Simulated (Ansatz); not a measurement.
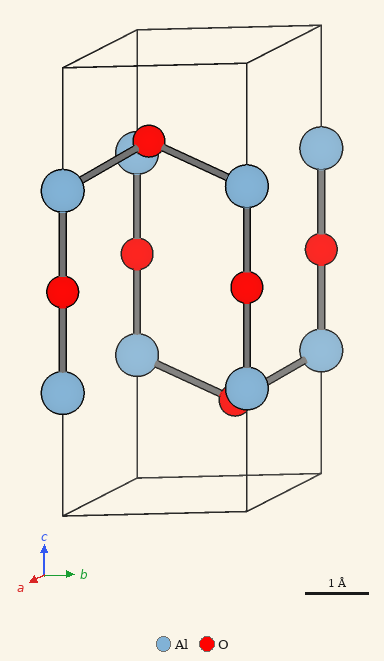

Normal modes of solid Al$_{2}$O$_{3}$, space group P-3m1 (No. 164), at the zone centre. The picture is a ball-and-stick view of the cell of the calculation, seen slightly off an axis.

These are results of DFT LDA, scalar-relativistic, plane waves, PAW in Ansatz, not measurements. (plane-wave cutoff 420 eV; k-point mesh 12 × 12 × 4; occupations gaussian; smearing width 0.05 eV; no spin polarisation)

Frequencies are those without the non-analytic (LO–TO) term.

### Give the spectrum at this point.

The calculation's cell holds 5 atoms, so there are 12 optical modes, in 8 levels. The optical modes span 2E_g + 2E_u + 2A₁g + 2A₂u. No level is unstable.

| level | symmetry | frequency (cm⁻¹) | activity |
| --- | --- | --- | --- |
| 1 | E_g | 48 | Raman-active |
| 2 | E_u | 86 | infrared-active |
| 3 | A₁g | 384 | Raman-active |
| 4 | A₂u | 497 | infrared-active |
| 5 | E_u | 633 | infrared-active |
| 6 | E_g | 635 | Raman-active |
| 7 | A₁g | 764 | Raman-active |
| 8 | A₂u | 1156 | infrared-active |

The modes drawn as arrows (one member of each degenerate set), 6 of the levels:

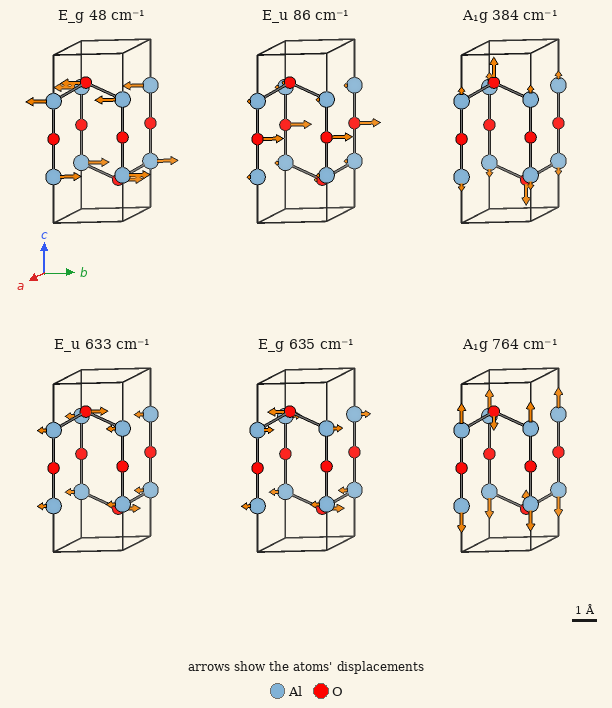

Limits of the set-up: layers or molecules are held without a dispersion correction, so their spacing is unreliable.
